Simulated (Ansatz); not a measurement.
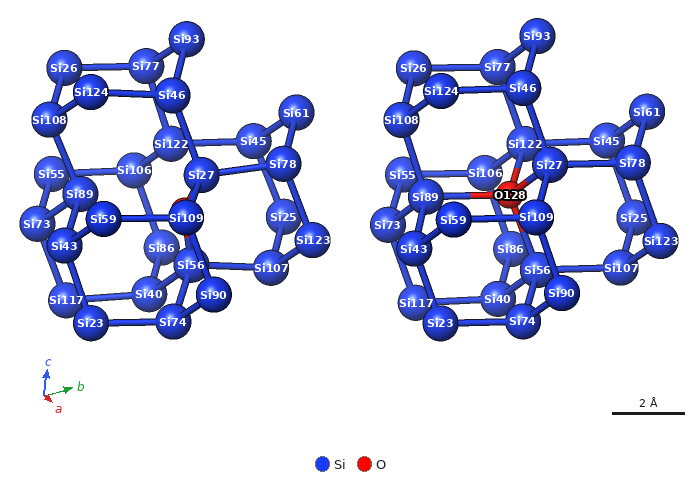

Two geometries of a defect cell of composition Si₁₂₇O (cell charge −1), drawn at one scale. One is the start of a relaxation, the other its converged end. A ball-and-stick model of the atoms within 5.0 Å of the atom that moves most (axes of the cell of the calculation (origin shifted)), seen slightly off an axis.

The calculation used Ansatz 0.2.0, DFT, PBEsol, PAW, plane waves. (plane-wave cutoff 420 eV; k-point mesh 1 × 1 × 1; mesh shifted by (0.25, 0.25, 0.25); collinear spin; atoms relaxed in a fixed cell; force threshold 0.03 eV/Å; at most 80 steps)

**Which of the two is the end point?**

The left one is the relaxed one. After 13 geometry steps the energy has fallen by 2.314 eV per cell of the calculation. The largest force component goes from 1.2 to 0.013 eV/Å. The atom that moves furthest is O128 (0.96 Å along [1 1 −1]). By element the largest moves are O 0.96 Å, Si 0.33 Å. The cell doesn't change. Some distances before and after: Si27–O128 2.365 → 1.700 Å, Si56–O128 2.321 → 1.693 Å, Si122–O128 2.377 → 2.969 Å, Si89–O128 2.394 → 2.971 Å. Among the angles between lasting bonds that change: Si46–Si27–Si109 110.6° → 103.6°, Si46–Si27–Si78 109.5° → 103.6°, Si40–Si56–Si74 108.8° → 103.0°. The program noted that the starting moments weren't kept. Cost: 66 s on 1 × NVIDIA GB300 Max-Q with 8 threads of Arm Neoverse-V2, peak memory 2.4 GiB.

Limits of the set-up: the cell is charged, on a uniform background, and energies carry no finite-size correction.
